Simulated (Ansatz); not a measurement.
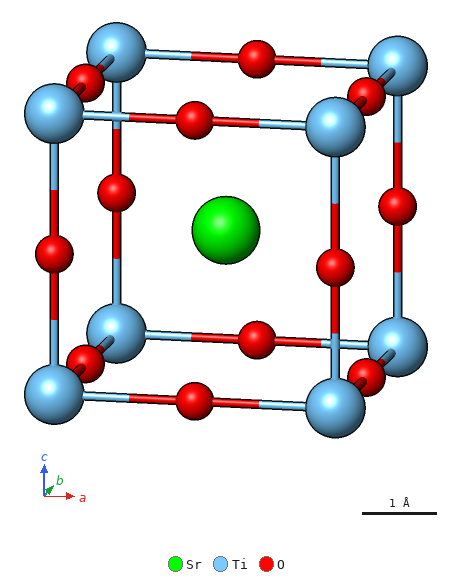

Normal modes of solid SrTiO3 (a generated structure), space group Pm-3m (No. 221), at the zone centre. A ball-and-stick model of the cell of the calculation, seen slightly off an axis. Only the shorter bonds are drawn.

Method: DFT PBE, scalar-relativistic, plane waves, PAW in Ansatz 0.2.0.

Input
```yaml
crystal:
  lattice:
    - [3.9364490185, 0.0, 0.0]
    - [0.0, 3.9364490185, 0.0]
    - [0.0, 0.0, 3.9364490185]
  atoms:
    - { symbol: Sr, position: [0.5, 0.5, 0.5] }
    - { symbol: Ti, position: [0.0, 0.0, 0.0] }
    - { symbol: O, position: [0.0, 0.0, 0.5] }
    - { symbol: O, position: [0.0, 0.5, 0.0] }
    - { symbol: O, position: [0.5, 0.0, 0.0] }
basis:
  ecutwfc: 420
kpoints:
  mp_grid: { grid: [8, 8, 8] }
hamiltonian:
  xc: pbe
scf:
  occupations: { method: fixed }
output:
  eigenvalues: true
phonons:
  method: dfpt
  dielectric: true
  rigid_motions: translations
  eigenvectors: true
  qmesh: [2, 2, 2]
  temperatures: { t_max: 1000, t_step: 100 }
  qpath:
    path:
      - [[0.0, 0.0, 0.0], [0.0, 0.5, 0.0], [0.5, 0.5, 0.0], [0.0, 0.0, 0.0], [0.5, 0.5, 0.5], [0.0, 0.5, 0.0]]
      - [[0.5, 0.5, 0.5], [0.5, 0.5, 0.0]]
    npoints: 8
```

Launched with:
```bash
ansatz run input.yaml --threads 1 --pin off --max-ram 2560MiB --backend cpu --events-out ev --progress --plain --runs-dir out
```

Frequencies are those without the non-analytic (LO–TO) term.

Q: List the optical modes.

A: The calculation's cell holds 5 atoms, so there are 12 optical modes, in 4 levels. The optical modes span 3T₁u + T₂u. One level is unstable (imaginary frequency).

```tsv
level	symmetry	frequency (cm⁻¹)	activity
1	T₁u	140i	infrared-active
2	T₁u	144	infrared-active
3	T₂u	233	silent
4	T₁u	509	infrared-active
```

The modes drawn as arrows (one member of each degenerate set):

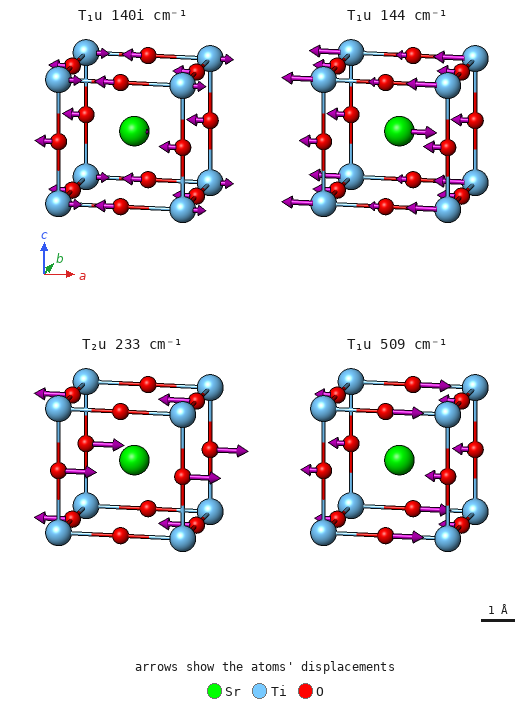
